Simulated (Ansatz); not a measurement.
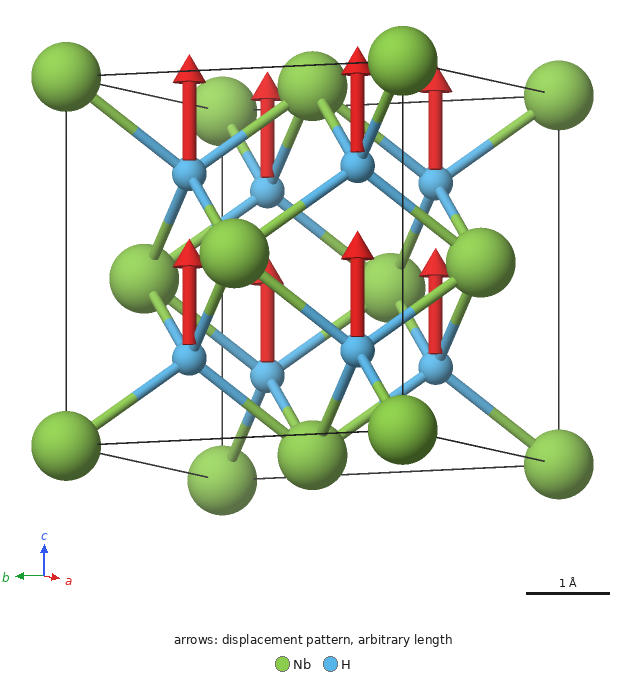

Lattice vibrations of a crystal of NbH$_{2}$ at 0.98 times its rest volume, at the zone centre. The optical levels lie at 1146 (×3), 1325 (×3) cm⁻¹. One mode is drawn. The red arrows give the relative displacements of the atoms. The picture is a ball-and-stick view of the conventional cell (4 times the calculation's cell), seen from a free direction. Lengths and directions refer to the drawn axes.

Level of theory: DFT PBEsol, scalar-relativistic, plane waves, PAW (Ansatz). Settings: plane-wave cutoff 420 eV; k-point mesh 16 × 16 × 16; occupations fermi dirac; smearing width 0.15 eV; no spin polarisation.

The frequencies depend somewhat on the k-mesh and the smearing.

Q: To which level does it belong?

A: The level at 1146 cm⁻¹. This is the T₁u mode (triply degenerate; one member of the set is drawn), the lowest optical level, infrared-active by symmetry. The Nb atoms hardly move; the H sublattice moves as a whole against them, along c; the kinetic energy is shared as H 98 %, Nb 2 %. The crystal is a metal, so free carriers screen the infrared response.
